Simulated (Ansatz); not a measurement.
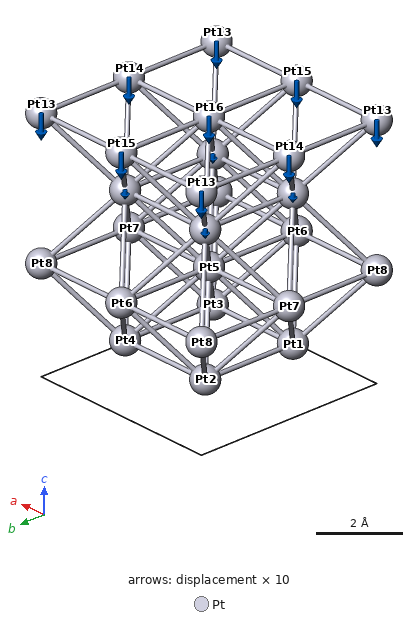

This is a constrained relaxation of a slab of composition Pt (cut from the Fm-3m phase). The starting structure is drawn; blue arrows show the displacements, 10 times their true length.

Style: ball-and-stick. Shown: the cell of the calculation, outlined in the plane, without the vacuum, from a free direction.

Case: clean slab, lower planes held. The slab is the (1 0 0) face of Pt. 8 atoms are held fixed.

All numbers below come from DFT PBE+D3(BJ), scalar-relativistic, plane waves, PAW (Ansatz). Settings: plane-wave cutoff 420 eV; k-point mesh 4 × 4 × 1; occupations gaussian; smearing width 0.1 eV; no spin polarisation; dipole correction; atoms relaxed in a fixed cell; force threshold 0.03 eV/Å; at most 70 steps.

Q: What did the optimiser do to the structure, and how much energy did it gain?

A: Over 2 accepted moves (3 points after the start) the energy falls by 43.5 meV per cell of the calculation. The largest force component goes from 0.35 to 0.001 eV/Å. The line search rejected the trial step at point 1 of the run. The largest moves, 0.072 Å, are those of Pt atoms. The cell doesn't change. Among the contacts that change: Pt–Pt 2.778 → 2.745 Å.
